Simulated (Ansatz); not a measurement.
```
Cu
1.0
     2.52086    0.00000    0.00000
    -1.26043    2.18313    0.00000
     0.00000    0.00000    8.23629
Cu
4
Cartesian
  0.0000 0.0000 0.0000
  0.0000 0.0000 4.1181
  0.0000 1.4554 2.0591
  1.2604 0.7277 6.1772
```

Space group P6₃/mmc; set up as Cu, dhcp; a generated structure, not necessarily the stable one; changed on purpose from its base cell (volume × 1.04); computed pressure about −7 GPa in this cell; computed without spin polarisation.

Computed with DFT, LDA (PW92), plane waves (420 eV) with PAW, scalar-relativistic (Ansatz).

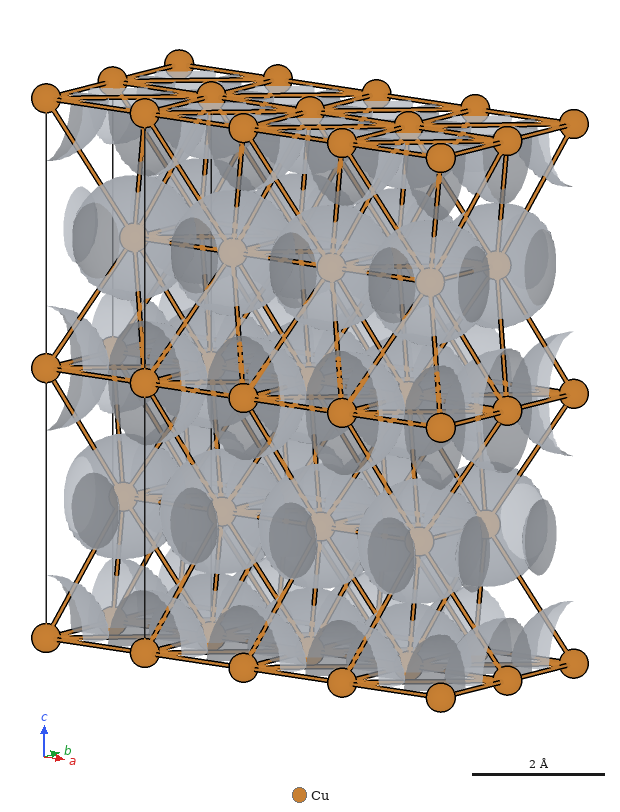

Cu. Isosurface of the valence pseudo-density at 0.5 e/Å³ (grey), seen slightly off an axis. Sticks mark near contacts.

In a PAW calculation such maps are meaningful between the atoms, not at the nuclei.

> What does this surface tell about the bonding?

At this value the density breaks into separate islands; it holds about 90 % of the electrons treated as valence (semicore included). It bridges none of the near contacts. It is pinched off along the shortest Cu–Cu (2.52 Å) contacts. On the grid the lowest density along these lines, outside the cores, is 0.29 e/Å³ (Cu–Cu, 2.52 Å).

> Metal or insulator at this level of theory?

It is metallic or semimetallic at this level of theory: no gap opens.
